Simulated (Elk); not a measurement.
## ZnS (F-43m): how ε∞ follows the gap

The empty bands of ZnS (F-43m) are shifted up rigidly by Δ, and ε∞ is computed for each shift.

The structure is cubic, space group F-43m (No. 216). The conventional cell has a = 5.404 Å, b = 5.404 Å, c = 5.404 Å, α = 90.00°, β = 90.00°, γ = 90.00°. Zn on site c has 4 S at 2.34 Å as nearest neighbours. S on site a has 4 Zn at 2.34 Å as nearest neighbours.

Method: Elk 11.2.3 (patched build), PBE, independent particles, k-mesh 11×11×11, Lorentzian half width 0.15 eV.

Launch of the response step: `OMP_NUM_THREADS=4 elk`. The series took 28 s in all, its band step included, on 4 threads of Intel(R) Xeon(R) Platinum 8488C (Sapphire Rapids) (shared host).

```tsv
Δ (eV)	ε∞
0.00	6.166
0.25	5.954
0.50	5.761
0.75	?
1.00	5.422
1.50	5.132
2.00	4.880
3.00	4.465
```

With one effective transition at E₀ and fixed dipole strength, ε∞ − 1 = A/(E₀ + Δ), so 1/(ε∞ − 1) is linear in Δ.

Working, on the rows shown:

| x = Δ (eV) | y = 1/(ε∞ − 1) |
| --- | --- |
| 0 | 0.193573 |
| 0.25 | 0.201857 |
| 0.5 | 0.21004 |
| 1 | 0.226142 |
| 1.5 | 0.242014 |
| 2 | 0.257732 |
| 3 | 0.2886 |

Means: x̄ = 1.1786, ȳ = 0.23142. Σ(x − x̄)(y − ȳ) = 0.2167, Σ(x − x̄)² = 6.839. Slope = 0.2167 / 6.839 = 0.03168; intercept = ȳ − slope · x̄ = 0.19408. Turned back into ε∞, the line misses the rows shown by at most 0.014.

Q: Fill in the last column of the withheld row.

A: At x = 0.75 the line gives y = 0.21785, that is 5.590. The run gave 5.584, so the interpolation is off by 0.0064, 0.4 % of the range in the table.

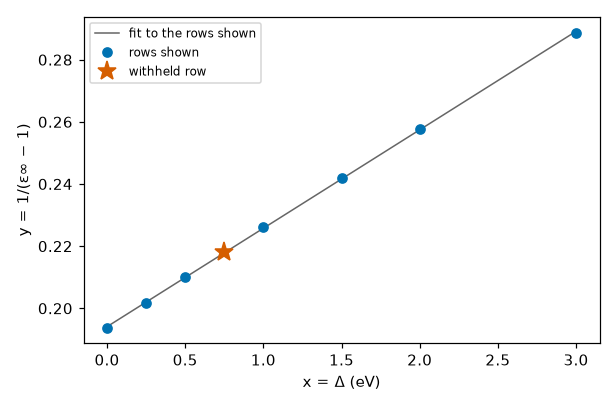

Refitted with all rows, the slope is 0.03166 and the intercept 0.19414. These give E₀ = intercept/slope = 6.1 eV, far above the least direct gap of 2.10 eV: most of the screening comes from transitions well over the edge. Over the first step ε∞ falls by 14 % per eV. The cell comes from an older database entry, whose edges can be off by a per cent or so. Excitons are left out and so are local fields; PBE gaps are as a rule too small. The values come from a sum over the points of one k-mesh and carry its error, which grows as the direct gap shrinks.

[Logs are printed without paths, hosts, clocks, repeated set-up lines and the standing remarks that a program may print on its own settings, such as how far it seeks lower states.]
